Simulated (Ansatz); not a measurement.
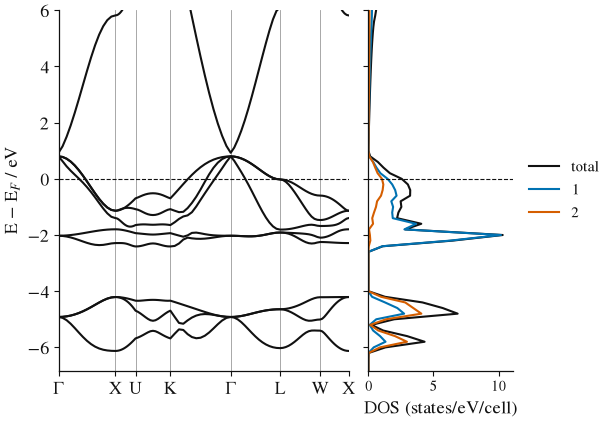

Band structure and density of states. Energies are counted from the Fermi level. The path runs straight from each named point to the next. The partial curves are projected on Löwdin-orthogonalised atomic shells.

System: CuO, space group F-43m (No. 216), 2 atoms in the cell.

Level of theory: DFT, PBE, PAW with Ansatz's default frozen-core files, scalar-relativistic, no spin polarisation, 16×16×16 k mesh, 420 eV cutoff, Fermi-Dirac smearing of 0.05 eV; code Ansatz 0.2.0.

### Assign each number in the legend. The candidates: Cu, O.

1 is Cu; 2 is O.

### Is there a gap at the Fermi level?

A metal: 3 bands cross the Fermi level along this path.

The electron count is odd and the run has no spin polarisation, so a magnetic state may lie lower.
